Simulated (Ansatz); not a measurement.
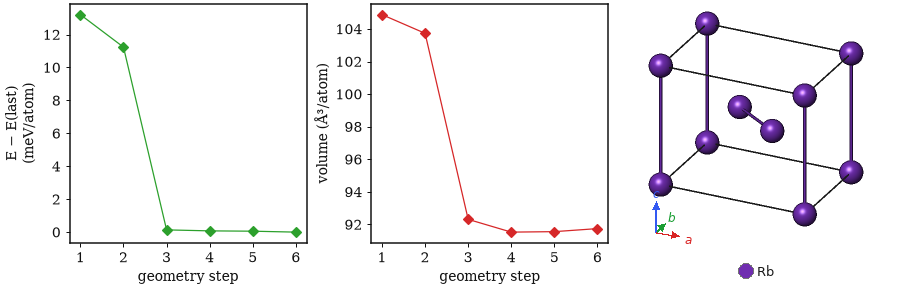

Beside the plot: the structure at the start.

History of a geometry optimisation. Rb (P6/mmm, 3 atoms in the cell); Ansatz 0.2.0, DFT PBE, scalar-relativistic, plane waves, PAW; cutoff 420 eV, 6×6×8 k-mesh, Gaussian smearing of 0.1 eV. Atoms and cell relax. A closing SCF on a freshly chosen basis isn't drawn.

The optimisation met its thresholds at geometry 6, counting the start as the first. The energy fell by about 13 meV/atom from the first step to the last. All forces vanish by symmetry, so only the cell moves. The volume shrinks from 104.9 to 91.7 Å³ per atom (−13 %).
